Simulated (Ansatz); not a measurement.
```
CELL_PARAMETERS angstrom
3.54320 0.00000 0.00000
-1.77160 3.06850 0.00000
0.00000 0.00000 5.03880
ATOMIC_POSITIONS crystal
Pt 0.00000 0.00000 0.00000
S 0.66667 0.33333 0.77300
S 0.33333 0.66667 0.22700
```

Space group P-3m1; not relaxed (largest force 1.2 eV/Å); computed pressure about 9 GPa in this cell.

These are results of Kohn-Sham DFT of a periodic cell, r2SCAN0 form with a typed share of exact exchange, Ansatz PAW in Ansatz, not measurements.

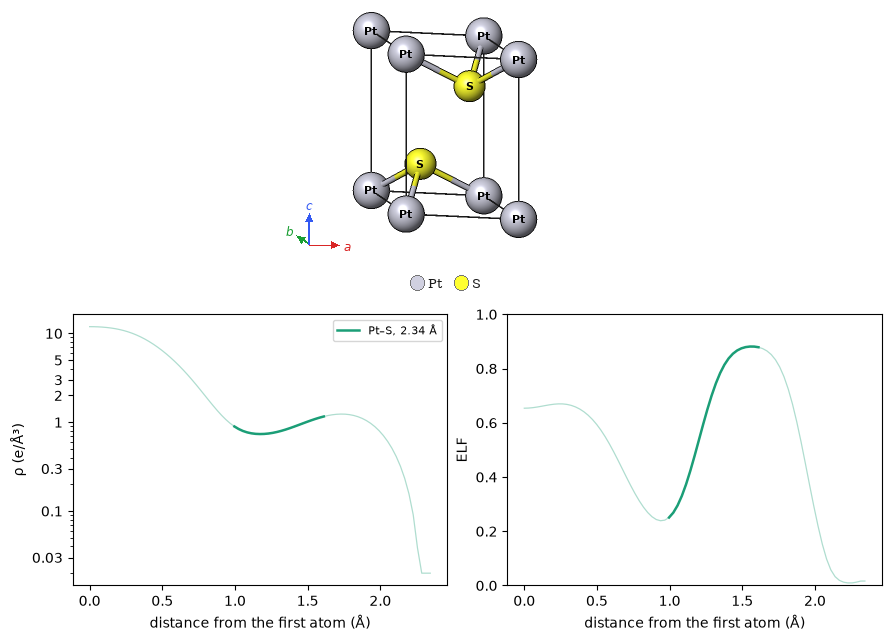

PtS$_{2}$. Valence electron density and electron localisation function along straight lines between neighbouring atoms. Thin, pale parts lie inside the atomic spheres. The structure is drawn too.

The density is the valence pseudo-density of a PAW calculation; it isn't the true density close to the nuclei.

### What can be read from the curves?

Pt–S (2.34 Å): ρ at the midpoint is about 0.74 e/Å³; the ELF peaks at about 0.90 in the valence shell of S, 0.8 Å from its nucleus, and is about 0.50 at the midpoint.
